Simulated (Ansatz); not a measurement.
## NaI: band-structure calculation

- system: NaI (Fm-3m, 2 atoms in the cell)
- method: DFT PBE, spin-orbit coupling, plane waves, PAW (Ansatz 0.2.0)

The structure derives from an entry of the Crystallography Open Database. Figures and captions count atoms from 1; the log counts them from 0 in places.

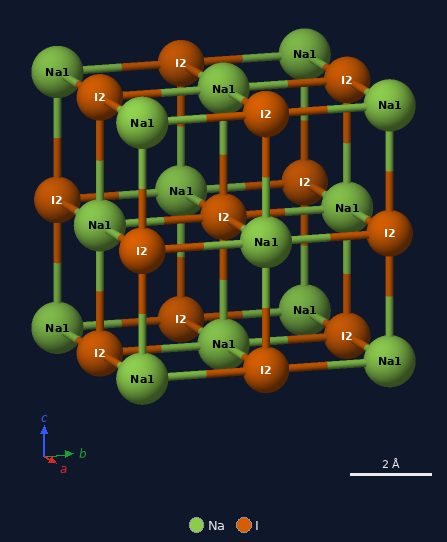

The structure as given in the input (ball-and-stick view of the cell 4 times as large as that of the calculation, set on its symmetry axes, seen slightly off an axis; atoms are numbered from 1 in the order of the input).

**Input file**
```yaml
crystal:
  lattice:
    - [0.0, 3.2640968622, 3.2640968622]
    - [3.2640968622, 0.0, 3.2640968622]
    - [3.2640968622, 3.2640968622, 0.0]
  atoms:
    - { symbol: Na, position: [0.0, 0.0, 0.0] }
    - { symbol: I, position: [0.5, 0.5, 0.5] }
basis:
  ecutwfc: 420
kpoints:
  mp_grid: { grid: [6, 6, 6] }
  band_path:
    path:
      - [[0.0, 0.0, 0.0], [0.5, 0.0, 0.5], [0.625, 0.25, 0.625]]
      - [[0.375, 0.375, 0.75], [0.0, 0.0, 0.0], [0.5, 0.5, 0.5], [0.5, 0.25, 0.75], [0.5, 0.0, 0.5]]
    npoints: 10
hamiltonian:
  xc: pbe
scf:
  occupations: { method: gaussian, width: 0.02 }
output:
  forces: true
  stress: true
  eigenvalues: true
  populations: true
  dos: { projected: true, de: 0.02 }
  bader: false
  write_density: true
  write_potential: true
  elf: true
  volumetric_format: npy
magnetization:
  noncollinear: true
  spin_orbit: true
```

Run as:
```bash
ansatz run input.yaml --threads 1 --pin off --max-ram 2560MiB --backend cpu --events-out ev --progress --plain --runs-dir out
```

**The program's output**
```
Engine: ansatz 0.2.0, x86_64-unknown-linux-gnu
Pseudopotentials: kind: paw_fr
Pseudopotential: Na, paw_fr, valence charge 9, recommended cutoff 420 eV (normal), Na.paw.azcp#standard-fr
Pseudopotential: I, paw_fr, valence charge 17, recommended cutoff 420 eV (normal), I.paw.azcp#standard-fr
Functional definition: PBE
  parameter kappa = 0.804
  parameter beta = 0.06672455060314922
  exchange = pbe_x(kappa = kappa, mu = beta*pi^2/3)
  correlation = pbe_c(beta = beta)
non-collinear run that drives no moment, with spin-orbit: no starting moment large enough to seed its density (crystal.atoms[].spin), no starting occupations that ask for one, no magnetisation constraint and no magnetic field, so the semilocal B_xc is pinned to zero
Crystal: 2 atoms, lattice volume = 69.554 Å³
Basis set: ecut = 420 eV, 1363 PW (Γ), exchange–correlation on 64×64×64 points (8 copies of the dense FFT grid, shifted against one another)
Bands: 34, of which v1, the nominal top of the filled ones, is band 26 counted from 1 (25 counted from 0)
Symmetry: 48 space group operations + 48 with time reversal
Magnetic group: BNS 225.117 (UNI 1619), of the structure as read, at distance tolerance 4.1e-5 Å
k-points: 16 of 216
Projection manifold: j_resolved (fully-relativistic pseudo-atomic orbitals)
Non-local potential: Na, projectors of the file, l = 0: 3, l = 1: 4, l = 2: 2
Non-local potential: I, projectors of the file, l = 0: 2, l = 1: 4, l = 2: 4, l = 3: 4
PAW form: soft (Blöchl's): semilocal exchange-correlation on the pseudo side does not see the compensation charge
PAW one-centre angular grid: Na, 110 points (default); XC on 185 of its mesh's 2595 points in the sphere
PAW one-centre angular grid: I, 590 points (default); XC on 96 Gauss nodes
Initial density: superposition of atomic densities (chi_scale 0.1, normalization cell, long waves kept (reshape's long-wave potential 0.00 eV rms))
Initial wavefunctions: pseudopotential atomic-orbital guess
Functional: x = pbe(κ = 0.804, μ = 0.2195149727645171), c = pbe(β = 0.06672455060314922)
SCF iter   1: F=—  HF=-9006.039259 eV  |F-HF|=—  |Δ(HF+E_count)|=         —  Δρ=5.54e-2  dr2=2.12e0  dr2_m=0.00e0 (ungated)  ethr=3.10e-3  |M|=0.00e0 ∫|m|=0.00e0 μB  |m|>n=0.0e0 m-floor=0.0e0 τ_xc=0.0e0  β_m=0.30  ⟨swp⟩=11.8  Hψ=1682  notcnv=0
preconditioner: auto → none  [insulator: Δε(μ)=2.150 eV  Ē_g=9.734 eV  σ=0.020 eV  W_gap=1.00  n_scr=14 (ndim 8)  ℏωp=12.6 eV  f_vac=0.011  D(μ)=0.00/eV (n_scr^D=0)  ε∞_Penn≈2.7]
SCF iter   2: F=—  HF=-9005.170314 eV  |F-HF|=—  |Δ(HF+E_count)|=   8.69e-1  Δρ=2.72e-2  dr2=4.93e-1  dr2_m=0.00e0 (ungated)  ethr=3.10e-3  |M|=0.00e0 ∫|m|=0.00e0 μB  |m|>n=0.0e0 m-floor=0.0e0 τ_xc=0.0e0  β_m=0.42  ⟨swp⟩=3.0  Hψ=528  notcnv=0  defer=52
SCF iter   3: F=—  HF=-9004.942720 eV  |F-HF|=—  |Δ(HF+E_count)|=   2.28e-1  Δρ=5.39e-3  dr2=1.96e-2  dr2_m=0.00e0 (ungated)  ethr=1.89e-3  |M|=0.00e0 ∫|m|=0.00e0 μB  |m|>n=0.0e0 m-floor=0.0e0 τ_xc=0.0e0  β_m=0.61  ⟨swp⟩=3.0  Hψ=487  notcnv=0  defer=52
SCF iter   4: F=—  HF=-9004.940516 eV  |F-HF|=—  |Δ(HF+E_count)|=   2.20e-3  Δρ=1.27e-3  dr2=1.19e-3  dr2_m=0.00e0 (ungated)  ethr=7.53e-5  |M|=0.00e0 ∫|m|=0.00e0 μB  |m|>n=0.0e0 m-floor=0.0e0 τ_xc=0.0e0  β_m=0.59  ⟨swp⟩=3.1  Hψ=527  notcnv=0  defer=52
SCF iter   5: F=—  HF=-9004.940597 eV  |F-HF|=—  |Δ(HF+E_count)|=   8.06e-5  Δρ=2.75e-4  dr2=4.11e-5  dr2_m=0.00e0 (ungated)  ethr=4.59e-6  |M|=0.00e0 ∫|m|=0.00e0 μB  |m|>n=0.0e0 m-floor=0.0e0 τ_xc=0.0e0  β_m=0.80  ⟨swp⟩=2.0  Hψ=396  notcnv=0  defer=52
SCF iter   6: F=—  HF=-9004.940630 eV  |F-HF|=—  |Δ(HF+E_count)|=   3.34e-5  Δρ=2.12e-5  dr2=2.78e-7  dr2_m=0.00e0 (ungated)  ethr=1.58e-7  |M|=0.00e0 ∫|m|=0.00e0 μB  |m|>n=0.0e0 m-floor=0.0e0 τ_xc=0.0e0  β_m=0.82  ⟨swp⟩=2.0  Hψ=365  notcnv=0  defer=52
SCF iter   7: F=-9004.940630 eV  HF=-9004.940630 eV  |F-HF|=1.39e-8  |Δ(HF+E_count)|=   1.08e-7  Δρ=3.26e-6  dr2=5.22e-9  dr2_m=0.00e0 (ungated)  ethr=3.85e-10  |M|=0.00e0 ∫|m|=0.00e0 μB  |m|>n=0.0e0 m-floor=0.0e0 τ_xc=0.0e0  ⟨swp⟩=17.6  Hψ=2176  notcnv=0
SCF 1 converged in 7 iterations: F = -9004.940630 eV  dr2 = 5.22e-9
  greatest PAW one-centre occupation: 0.999 electrons in one spin orbital (limit 2), on the Na atom at site 0 (counted from 0), in its partial waves of l = 0
```

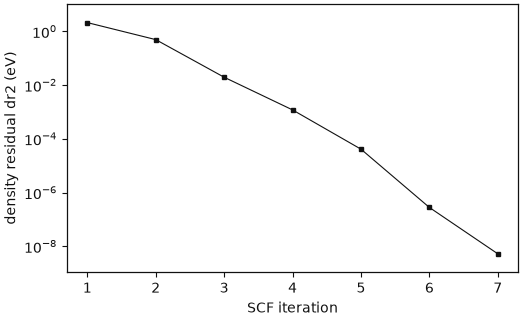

Convergence of the self-consistent field: density residual dr2 against the SCF iteration. The residual falls at every step.

```
NSCF: frozen V_eff on 62 k-points
SCF converged after 7 iterations
Magnetization: |M| = 0.0000 μB,  M = (+0.0000, +0.0000, +0.0000) μB
Absolute magnetization: 0.0000 μB (∫|m|)
  site 0: m = (+0.0000, +0.0000, +0.0000) μB, |m| = 0.0000 μB  (R = 1.35 Å)
  site 1: m = (+0.0000, +0.0000, +0.0000) μB, |m| = 0.0000 μB  (R = 1.35 Å)
Free energy (F): -9004.940630 eV
Harris-Foulkes:  -9004.940630 eV  (|F-HF|=1.39e-8)
Internal energy: -9004.940630 eV  (E = F + TS)
E sigma→0 (E₀):  -9004.940630 eV
Fermi energy:    4.759440 eV
--- Per-component energies (eV) ---
  E_band       = -619.611712
  E_kinetic    = 309.845723
  E_local      = -3383.643827  (includes V_loc(G=0)·N_el)
  E_nonlocal   = 25.741073
  E_hartree    = 1533.017214
  E_xc         = -167.315882
  E_vxc        = -178.977379  (∫ρ·V_xc dr)
  E_paw        = -5083.893317  (= ΣΔE_a)
  E_vpaw       = -458.612908  (= ΣTr[D̂ρ^β])
  E_aug_tail   = -0.000046  (compensation charges beyond the density's cutoff)
  E_ewald      = -2238.691568
  E_smearing   = -0.000000  (= −TS)
  E_closure    = 0.000000  (closes the sum)
  Σ components = -9004.940630   (vs F -9004.940630, Δ=0.00e0)
--- Forces (eV/Å), atoms counted from 1 ---
  atom   1  Na     0.00000000     0.00000000    -0.00000000
  atom   2  I      0.00000000    -0.00000000    -0.00000000
  max |Σ_I F_I| component: 9.26e-29 eV/Å
--- Stress (GPa, compression-positive) ---
        0.029859       0.000000       0.000000
       -0.000000       0.029859      -0.000000
        0.000000      -0.000000       0.029859
  P = ⅓ Tr σ = 0.0299 GPa (0.299 kbar)
--- Band table (eV; the first three rows and the last of 16) ---
  k-point 0: bands = ["-47.7523", "-47.7523", "-41.1914", "-41.1914", "-41.1914", "-41.1914", "-39.4804", "-39.4804", "-39.4804", "-39.4804", "-39.4784", "-39.4784", "-19.7846", "-19.7846", "-19.6059", "-19.6059", "-19.6059", "-19.6059", "-8.1312", "-8.1312", "2.0655", "2.0655", "3.1382", "3.1382", "3.1382", "3.1382", "6.3806", "6.3806", "10.7506", "10.7506", "10.7506", "10.7506", "10.7820", "10.7820"]
  k-point 1: bands = ["-47.7523", "-47.7523", "-41.1914", "-41.1914", "-41.1914", "-41.1914", "-39.4804", "-39.4804", "-39.4804", "-39.4804", "-39.4784", "-39.4784", "-19.7850", "-19.7850", "-19.6067", "-19.6067", "-19.6060", "-19.6060", "-8.0627", "-8.0627", "1.7453", "1.7453", "2.6856", "2.6856", "3.0623", "3.0623", "7.1801", "7.1801", "10.2553", "10.2553", "10.9250", "10.9250", "10.9520", "10.9520"]
  k-point 2: bands = ["-47.7522", "-47.7522", "-41.1914", "-41.1914", "-41.1914", "-41.1914", "-39.4804", "-39.4804", "-39.4803", "-39.4803", "-39.4783", "-39.4783", "-19.7859", "-19.7859", "-19.6083", "-19.6083", "-19.6061", "-19.6061", "-7.9179", "-7.9179", "0.9711", "0.9711", "2.3498", "2.3498", "2.9210", "2.9210", "7.8769", "7.8769", "10.4908", "10.4908", "10.5121", "10.5121", "10.6799", "10.6799"]
  k-point 15: bands = ["-47.7522", "-47.7522", "-41.1914", "-41.1914", "-41.1913", "-41.1913", "-39.4803", "-39.4803", "-39.4803", "-39.4803", "-39.4783", "-39.4783", "-19.7867", "-19.7867", "-19.6085", "-19.6085", "-19.6076", "-19.6076", "-7.7634", "-7.7634", "0.9466", "0.9466", "1.7597", "1.7597", "2.1420", "2.1420", "8.1152", "8.1152", "9.3183", "9.3183", "11.2426", "11.2426", "11.4066", "11.4066"]
--- Löwdin populations: 2 sites ---
  site symbol       q [e]
     0     Na      8.3648
     1      I     17.5951
  spilling = 0.001544 (of n_electrons = 26.000000)
```

**File populations.tsv**
```
# site	symbol	l	j	q
# orbitals = lowdin
# n_electrons = 26.000000
# spilling = 0.001544
0	Na	0_2S	0.5	1.997307
0	Na	0_3S	0.5	0.367885
0	Na	1_2P	0.5	1.999870
0	Na	1_2P	1.5	3.999689
1	I	0_5S	0.5	1.914503
1	I	1_5P	0.5	1.910843
1	I	1_5P	1.5	3.770089
1	I	2_4D	1.5	3.999873
1	I	2_4D	2.5	5.999787
```

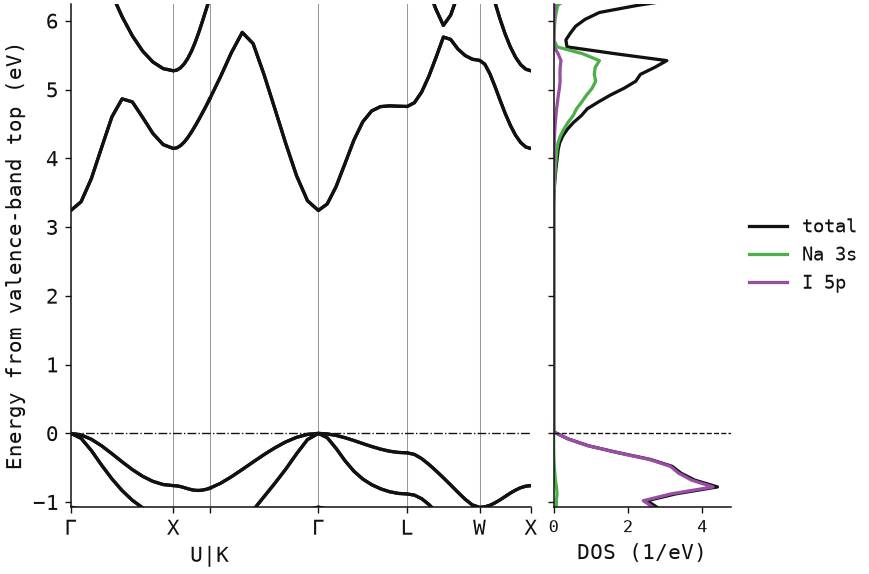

Band structure along Γ–X–U|K–Γ–L–W–X and density of states (projected on Löwdin-orthogonalised atomic shells), with energies from the valence-band top. There is a gap of 3.24 eV on this path, direct, at Γ.

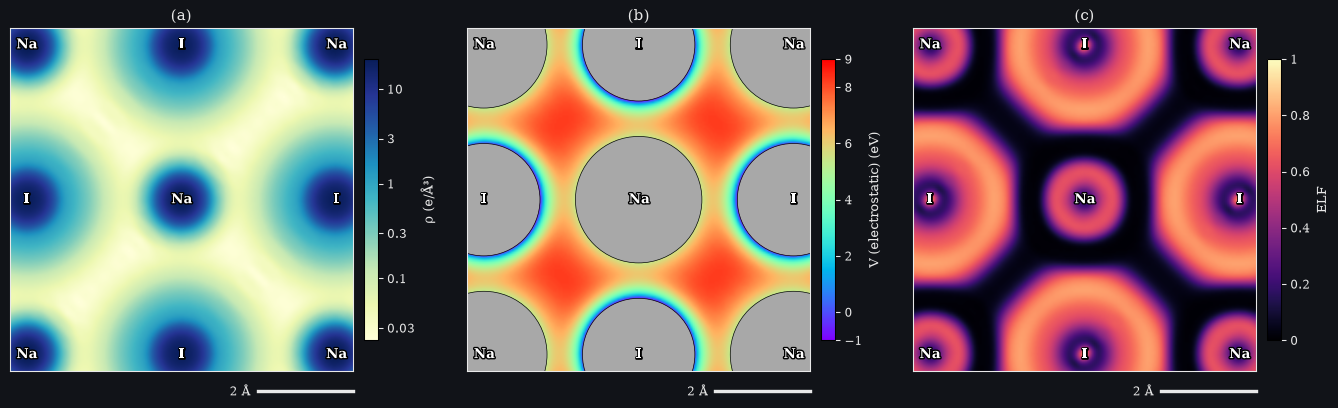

(a) valence electron density; (b) electrostatic potential (local pseudopotential plus Hartree) felt by an electron; (c) ELF on the (100) plane of the conventional cell. Grey discs, where drawn, cover atomic cores. Atoms in the plane: Na and I. Na–I (3.26 Å): ρ is about 0.12 e/Å³ halfway, with its minimum of 0.06 e/Å³ about 1.2 Å from Na; the ELF is about 0.65 at the midpoint (ionic bonding with no shared pair). Away from the nuclei the density in this plane falls to 0.02 e/Å³ at its lowest. The strong features right at Na lie inside the PAW spheres (semicore, d or f shells) and say nothing about bonding. Outside the cores the potential energy rises away from the atoms and is highest about 2.3 Å from the nearest atoms; outside the discs it spans about 9 eV, and its zero is arbitrary. In a PAW calculation such maps are meaningful between the atoms, not at the nuclei.

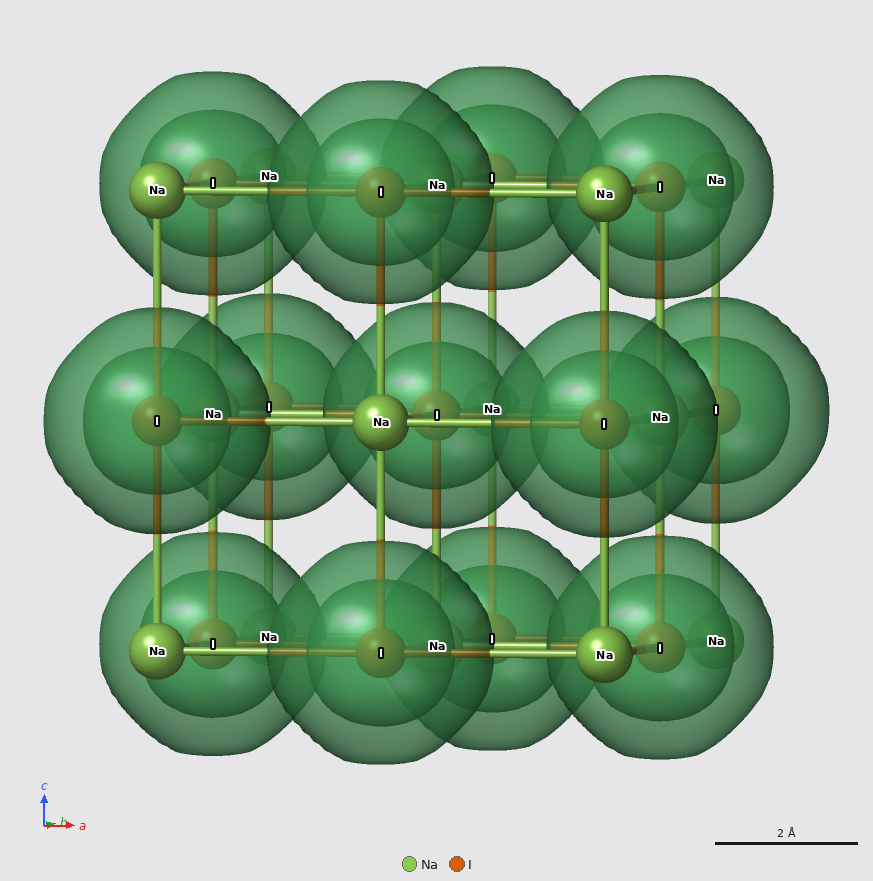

Isosurface of the electron localisation function at 0.7 (green), seen at an oblique angle. Only the valence region is drawn (cores and ρ < 0.01 e/Å³ removed). Sticks mark near contacts. The outline is the cell set on symmetry axes. Values along the shortest contacts: Na–I (3.26 Å): the ELF is about 0.65 at the midpoint (two separate closed shells).

**Results in brief**

```csv
quantity,value
outcome,converged
space group (tolerance 0.01 Å),Fm-3m (225)
electrons treated,26
free energy,−9004.9406 eV
Fermi energy,4.759 eV
gap on the k-point mesh,3.24 eV
gap on the band path,3.24 eV
net moment of the cell,0.00 μB
integrated absolute moment,0.00 μB
pressure,0.03 GPa
largest force (length of the vector),under 0.001 eV/Å
hardware,"1 thread of an x86-64 CPU, shared host"
wall time,64 s (CPU time 33 s; the host was busy)
peak memory,0.55 GiB
```
